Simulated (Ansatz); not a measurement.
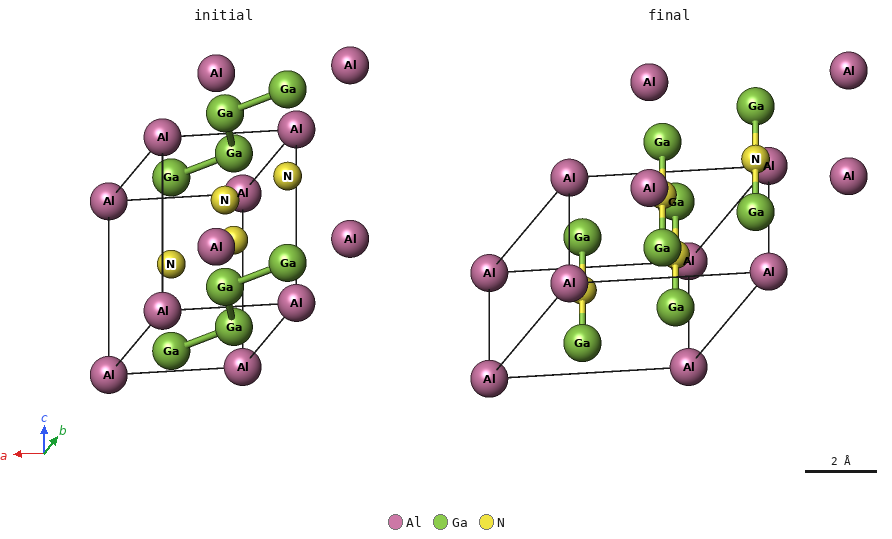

The structure of solid AlGa$_{2}$N$_{2}$ (a generated structure, set up in P6/mmm) (coarse preliminary run) before (left) and after (right) a relaxation, at one scale.

The picture is a ball-and-stick view of the cell of the calculation, repeated 1 × 2 × 1 with one cell outlined, seen from a free direction.

All numbers below come from DFT PBE, scalar-relativistic, plane waves, PAW in Ansatz 0.2.0. Set-up: plane-wave cutoff 420 eV; k-point mesh 6 × 6 × 4; occupations gaussian; smearing width 0.1 eV; no spin polarisation; cell and atoms relaxed; force threshold 0.04 eV/Å; at most 70 steps.

### Describe what moved and what it gained.

Over 18 accepted moves (21 points after the start) the energy falls by 1784 meV per atom. All forces vanish by symmetry, so only the cell relaxes. Pressure: 34.17 GPa at the start and 0.12 GPa at the end. At 3 points the geometry stayed and the basis and grid were re-selected for the new cell (energy shift of 70.6 meV per atom at most each time). No atom moves by more than 0.005 Å relative to the cell. The drawn cell changes as follows: a = b 3.796 → 5.651 Å (+48.9 %), c 5.718 → 3.484 Å (−39.1 %); the volume changes by +35.0 %. Some distances before and after: Ga–N 2.859 → 1.742 Å, Ga–Ga 2.191 → 3.262 Å, Al–Ga 2.191 → 3.262 Å. New bonds form: Ga–N (2.86 → 1.74 Å). Bonds break: Ga–Ga (2.19 → 3.26 Å). The space group stays P6/mmm (No. 191). The run took 68 s on 1 thread of Intel(R) Xeon(R) Platinum 8375C CPU @ 2.90GHz (Ice Lake) (shared host), peak memory 0.46 GiB.
